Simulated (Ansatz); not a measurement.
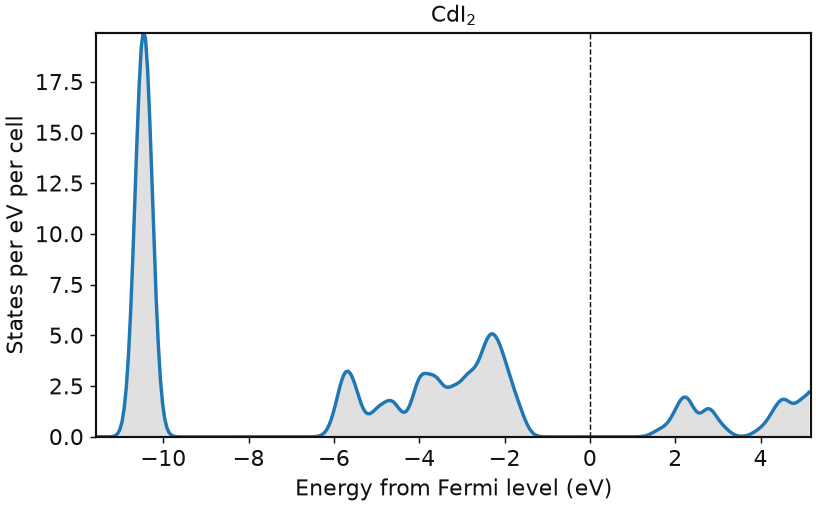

Density of states. Energies are counted from the Fermi level, put mid-gap where there is a gap. The curve is built from the levels of the k mesh with Gaussians 0.4 eV wide, which also blur the band edges.

Calculation on CdI2, space group P-3m1, 3 atoms in the cell, epitaxial (xy) strain −2.8%; a = 4.13 Å, b = 4.13 Å, c = 7.03 Å, α = 90.00°, β = 90.00°, γ = 120.00°.

Ansatz; DFT, HSE06, plane waves, PAW, no spin polarisation, 6×6×4 k mesh, 420 eV cutoff.

Metal or insulator, going by the density of states?

There is a gap; over the k points computed it is 3.13 eV (indirect; the smallest direct gap is 3.64 eV).

How wide is the upper valence band?

The upper group of valence states starts about 4.5 eV under the valence-band top (which lies at −1.6 eV on this axis), with a gap beneath it; it holds about 12 electrons a cell.

Spin-orbit coupling is left out, which matters for I.
